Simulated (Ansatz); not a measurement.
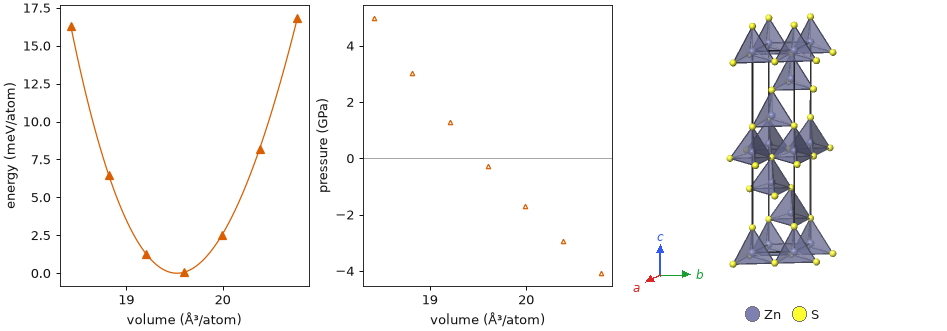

The figure shows the energy and pressure against volume for ZnS, space group P6_3mc (No. 186). The conventional cell is drawn beside the plot.

Cell as given: a = 3.812 Å, b = 3.812 Å, c = 18.690 Å, α = 90.00°, β = 90.00°, γ = 120.00°; 12 atoms.

How it was computed, with Ansatz 0.2.0: plane-wave DFT, no spin polarisation; energies at scaled volumes of the given cell, shape and fractions fixed, counted from the fit's minimum, third-order Birch-Murnaghan fit. Level: BLYP with D3(BJ).

```
       setting        value
        k mesh        8×8×2
   occupations  Fermi–Dirac
smearing width      0.05 eV
    potentials   Ansatz PAW
   wave cutoff       420 eV
density cutoff      1680 eV
```

> What equilibrium volume and bulk modulus follow from the curve?

A third-order Birch–Murnaghan fit gives V0 = 19.53 Å³/atom, B0 = 75.5 GPa and B′ = 4.5.

> Read off the course of the pressure.

It falls from 4.99 GPa at volume 18.42 Å³/atom to −4.08 GPa at 20.78 Å³/atom, and changes sign near 19.53 Å³/atom.

Caveats: the functional was run on potentials made for another functional; shape and atomic fractions are frozen while scaling, which makes layered, chain and framework solids too stiff.

The computed values:

| volume (Å³/atom) | energy (meV/atom) | pressure (GPa) |
| --- | --- | --- |
| 18.42 | 16.28 | 4.99 |
| 18.82 | 6.50 | 3.04 |
| 19.21 | 1.25 | 1.28 |
| 19.60 | 0.07 | −0.28 |
| 19.99 | 2.51 | −1.69 |
| 20.38 | 8.22 | −2.95 |
| 20.78 | 16.84 | −4.08 |
